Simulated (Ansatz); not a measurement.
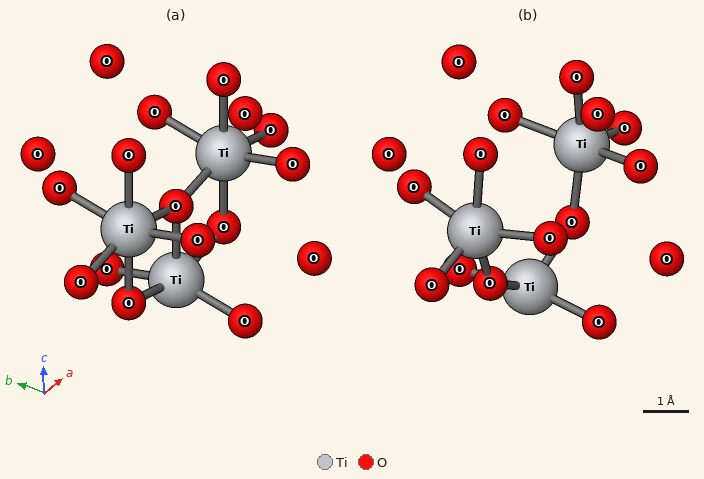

Left: perfect TiO₂. Right: the same region with one point defect, after relaxing the atoms in a supercell of 108 sites. A ball-and-stick model of the atoms within 3.8 Å of one point, seen from a free direction.

Method: Ansatz, DFT, PBEsol, PAW, plane waves. (plane-wave cutoff 420 eV; k-point mesh 1 × 1 × 1; mesh shifted by (0.25, 0.25, 0.25); no spin polarisation) Fermi-Dirac smearing of 0.01 eV. The axes drawn are those of the host's conventional cell.

### What kind of defect was made?

An oxygen atom is taken out (a vacancy).

The charge state of the cell is 0.

### How does the lattice respond?

Around the empty O site the host had 3 Ti at 1.93 to 1.98 Å; after relaxation the nearest atoms are 2 O at 1.96 to 2.24 Å, 3 Ti at 2.16 to 2.21 Å. Of the host's atoms, an oxygen atom moves furthest from its site, by 0.50 Å.
